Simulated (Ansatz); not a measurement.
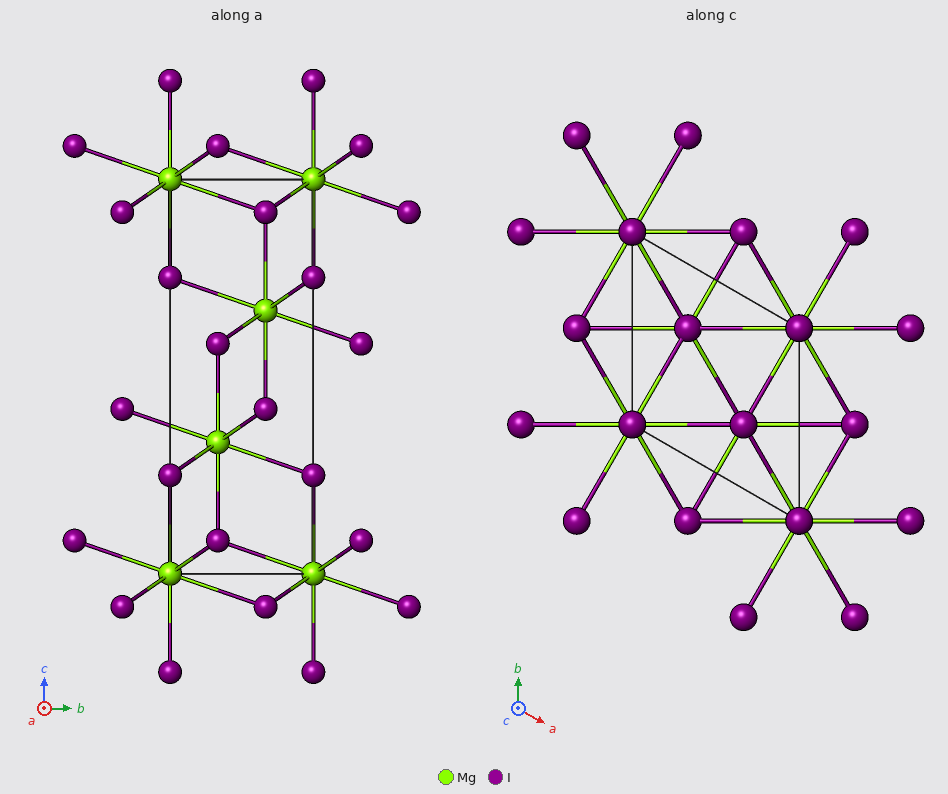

We look at a ball-and-stick model of the crystal along the a axis and along the c axis. The frame is the conventional unit cell; atoms at its boundary are shown with their periodic copies. A few atoms beyond the faces are included.

MgI2, space group R-3m (No. 166), a = 5.31 Å, b = 5.31 Å, c = 12.67 Å, α = 90.00°, β = 90.00°, γ = 120.00°.

All computed values are from DFT, PBE, plane waves, PAW (Ansatz 0.2.0). Settings: plane-wave cutoff 420 eV, k-points about 0.24 Å⁻¹ apart, Fermi-Dirac smearing of 0.02 eV, no spin polarisation.

Classify it as metallic or gapped, with the value.

A semiconductor at this level, with a gap of 0.67 eV, indirect; the smallest direct gap is 1.03 eV.

What pressure does the calculation give for this cell?

The computed pressure is 1.1 GPa (compressed: it would expand).

The structure was taken from a structure type filled with these elements by a generator (whether the compound takes this form wasn't checked). The cell was then strained or its atoms displaced on purpose. A calculation with Ansatz used it as input.
